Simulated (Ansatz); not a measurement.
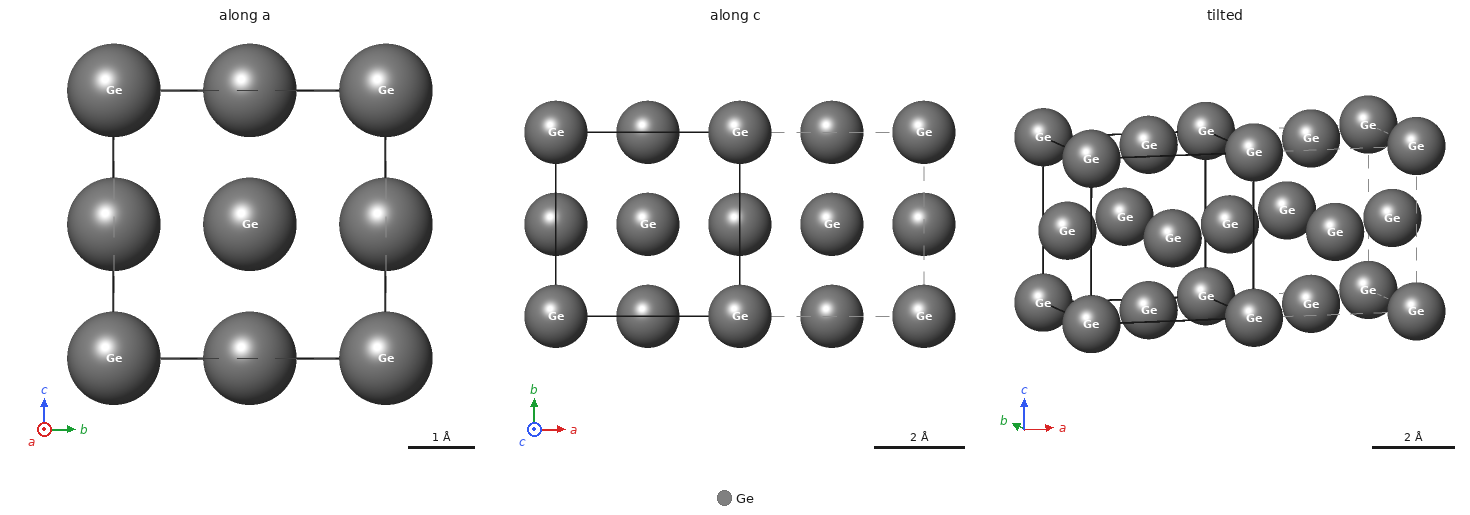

Crystal structure, spheres-only style, seen along the a axis, along the c axis and slightly off an axis. The picture spans 2×1×1 cells, one drawn cell (a repeat of the simulation cell) being drawn with solid lines.

Explain the picture.

- The element is germanium.
- Strictly the space group is I4/mmm (No. 139, within 0.01 Å). It is a distorted form of a face-centred cubic structure, space group Fm-3m (No. 225) within 0.25 Å: face-centred cubic (Cu type).
- The cell holds four atoms.

Source of the structure: a structure listed in the Materials Project. The cell was then strained or its atoms displaced on purpose. It was run through Ansatz as a DFT input.

At this level of theory the cell isn't at rest (compressed, at 6 GPa), so its distances can differ from those at equilibrium, the more so the softer the solid.
